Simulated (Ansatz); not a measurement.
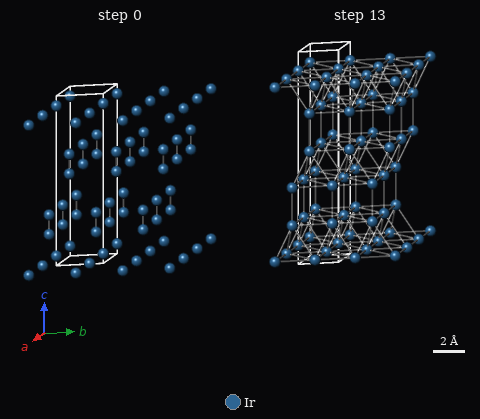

The structure of crystalline Ir (built on the O_166 type) (coarse preliminary run) before (left) and after (right) a relaxation, at one scale.

Style: ball-and-stick. Shown: the conventional cell (3 times the calculation's cell), repeated 3 × 3 × 1 with one cell outlined, slightly off an axis. Lengths and directions refer to the drawn axes.

Case: O type (R-3m, No. 166).

Computed with DFT PBE, scalar-relativistic, plane waves, PAW in Ansatz.

The input:
```yaml
crystal:
  lattice:
    - [1.588584668, 0.9171697856, 3.8039672912]
    - [-1.588584668, 0.9171697856, 3.8039672912]
    - [0.0, -1.8343395714, 3.8039672912]
  atoms:
    - { symbol: Ir, position: [0.0577, 0.0577, 0.0577] }
    - { symbol: Ir, position: [0.9423, 0.9423, 0.9423] }
basis:
  ecutwfc: 420
kpoints:
  mp_grid: { grid: [6, 6, 6] }
hamiltonian:
  xc: pbe
scf:
  occupations: { method: gaussian, width: 0.1 }
  lower_state_search: "off"
output:
  forces: true
  stress: true
  eigenvalues: true
relax:
  adjacent_minimum: "off"
  f_tol: 0.04
  max_steps: 70
  cell: { stress_tol: 0.4 }
```

### What changed between the two?

The largest moves relative to the cell, 0.45 Å, are those of Ir1 and Ir2. Ir2 goes along −c. The volume changes by −8.8 %, with a = b 3.177 → 2.713 Å (−14.6 %), c 11.412 → 14.278 Å (+25.1 %). Among the contacts that change: Ir1–Ir2 1.317 → 2.550 Å, Ir1–Ir1 3.177 → 2.713 Å, Ir1–Ir2 (another image) 3.090 → 2.708 Å. The space group stays R-3m (No. 166). The energy falls by 76.091 eV per cell of the calculation in 10 accepted moves (13 points after the start). The largest force component goes from 360 to 0.00051 eV/Å. Pressure: 780.71 GPa at the start and −0.01 GPa at the end. The line search rejected the trial step at point 7 of the run. The SCF was repeated twice at an unchanged geometry on a basis and grid sized afresh for the cell, which shifted the energy by 67.4 meV per cell of the calculation at most.
